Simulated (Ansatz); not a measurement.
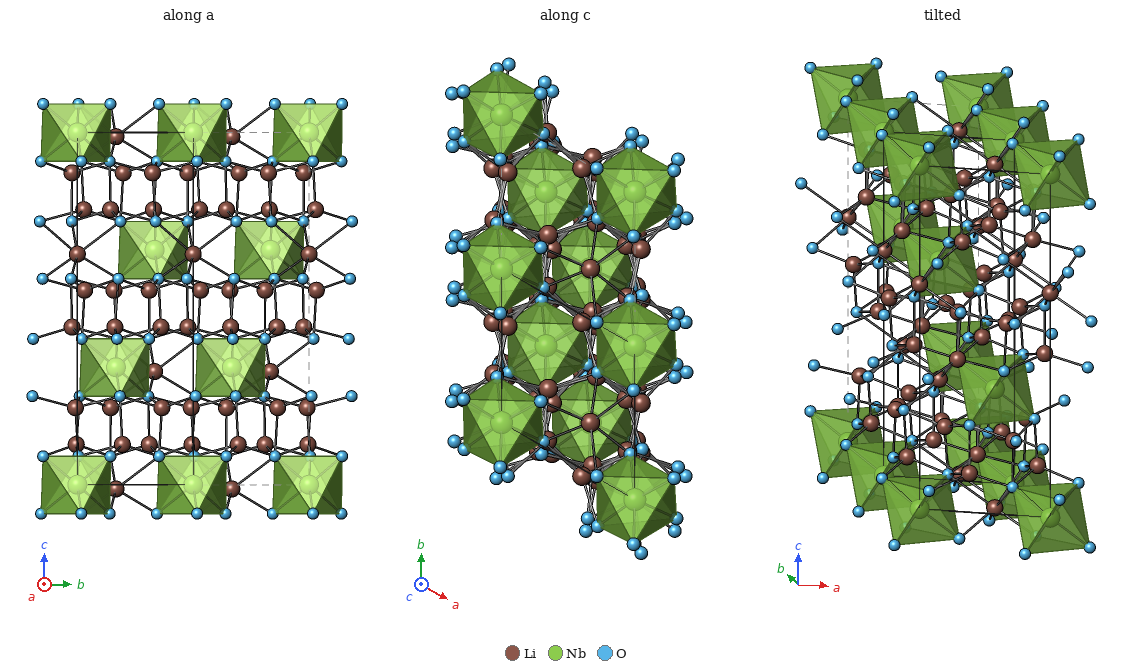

This polyhedral model is shown along the a axis, along the c axis and slightly off an axis. The conventional unit cell (solid box) is repeated to 1×2×1 cells. Some atoms of the next cells are drawn as well. Cell: a = 5.610 Å, b = 5.610 Å, c = 14.774 Å, α = 90.00°, β = 90.00°, γ = 120.00°.

- The formula is Li7NbO6.
- Space group R3 (No. 146), lattice rhombohedral (trigonal R).
- Counting shared atoms by their share gives 21 Li, 3 Nb, 18 O, or 42 atoms.
- The polyhedra are NbO6 octahedra; they share no atoms with one another.
- Each Nb atom is coordinated by six O in an octahedral arrangement at about 2.0 Å. Each O atom is coordinated by five Li and one Nb (about 1.9 to 2.4 Å to Li, 2.0 Å to Nb). Li takes three kinds of site: 9b with four O at about 1.9 to 2.0 Å; 9b with four O at about 2.0 Å; 3a with six O in a distorted octahedral arrangement at about 2.1 to 2.4 Å.
- With all bonds counted the structure is a three-dimensional framework. Leaving out the bonds to Li, what remains is separate NbO6 groups.

Origin of the cell: a structure listed in the Materials Project. Earlier steps of the study may have refined or changed the cell and positions. It was the input of a calculation with Ansatz.

At this level of theory the cell isn't at rest (stretched, at -6 GPa), so its distances can differ from those at equilibrium, the more so the softer the solid.
